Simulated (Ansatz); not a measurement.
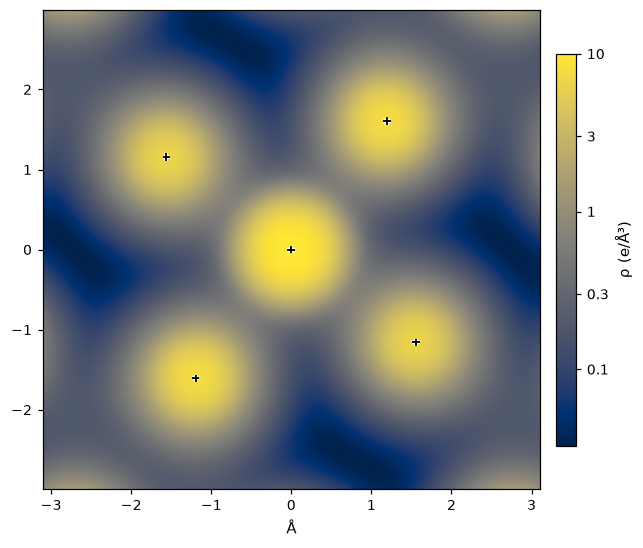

The valence charge density (pseudo) on a plane through atoms (crosses mark nuclei in the plane).

Theory: Ansatz 0.2.0, DFT PBE, scalar-relativistic, plane waves, PAW.

Candidates:
A. TiO2, a = 4.64 Å, b = 4.64 Å, c = 2.96 Å, α = 90.00°, β = 90.00°, γ = 90.00°. Space group P4₂/mnm; computed without spin polarisation.
B. IrO, a = 3.52 Å, b = 3.52 Å, c = 5.83 Å, α = 90.00°, β = 90.00°, γ = 120.00°. Space group P6₃/mmc; started from the nickel arsenide prototype, which need not be the ambient phase; computed pressure about −31 GPa in this cell; the program warned that a starting moment wasn't kept; spin-polarised, but the moments vanished.

> Which candidate gave the map?

Candidate A: TiO2 on the (111) plane of the conventional cell, which holds Ti and O. Ti–O (1.96 Å): ρ is about 0.71 e/Å³ halfway. Ti–O (2.00 Å): ρ is about 0.62 e/Å³ halfway.
